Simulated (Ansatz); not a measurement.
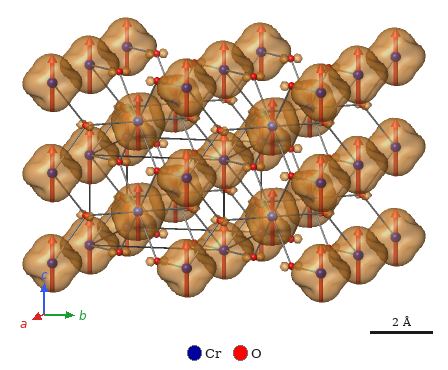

Figure 1: CrO$_{2}$. Isosurface of the size of the magnetisation density at 0.15 e/Å³ (orange), with the spin moments of the magnetic sites as arrows; seen slightly off an axis.

Space group P4₂/mnm; started from the CrO2 prototype; changed on purpose from its base cell (volume × 1.040); computed pressure about −8 GPa in this cell.

The calculation used Ansatz, DFT PBE, spin-orbit coupling, plane waves, PAW.

The density is the valence pseudo-density of a PAW calculation; it isn't the true density close to the nuclei.

How are the spin moments arranged, and how large are they?

Spin moments: Cr 1.9 μB. All point the same way (ferromagnetic), along [0 0 1] of the cell.
